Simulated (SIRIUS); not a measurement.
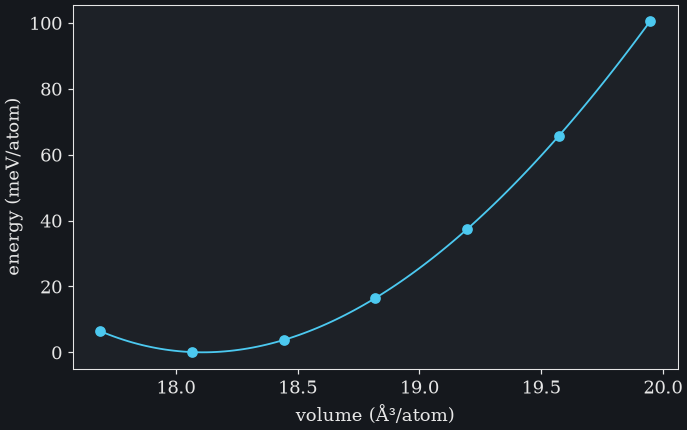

Plotted: energy against volume.

Calculation (SIRIUS 7.12.0): plane-wave DFT, no spin polarisation; energies at scaled volumes of the given cell, shape and fractions fixed, counted from the fit's minimum, third-order Birch-Murnaghan fit. Level: PBEsol.

**For which of these solids was it computed?**
A. ZrB₂, P6/mmm (No. 191)
B. Br, Cmce (No. 64)
C. Sn, I4/mmm (No. 139)
D. Ta, P6_3/mmc (No. 194)

D, Ta: energy from 0 meV/atom to 101 meV/atom, V0 18.11 Å³/atom, B0 202 GPa. The others give: ZrB₂, energy from 0.20 meV/atom to 40.60 meV/atom, V0 10.09 Å³/atom, B0 250 GPa; Sn, energy from 0.07 meV/atom to 37.07 meV/atom, V0 26.37 Å³/atom, B0 55 GPa; Br, energy from 0.04 meV/atom to 13.13 meV/atom, V0 34.12 Å³/atom, B0 26.9 GPa.

For Br, limits of the calculation: shape and atomic fractions are frozen while scaling, which makes layered, chain and framework solids too stiff.

For Sn, limits of the calculation: shape and atomic fractions are frozen while scaling, which makes layered, chain and framework solids too stiff.

For Ta, limits of the calculation: shape and atomic fractions are frozen while scaling, which makes layered, chain and framework solids too stiff.

For ZrB₂, limits of the calculation: shape and atomic fractions are frozen while scaling, which makes layered, chain and framework solids too stiff.
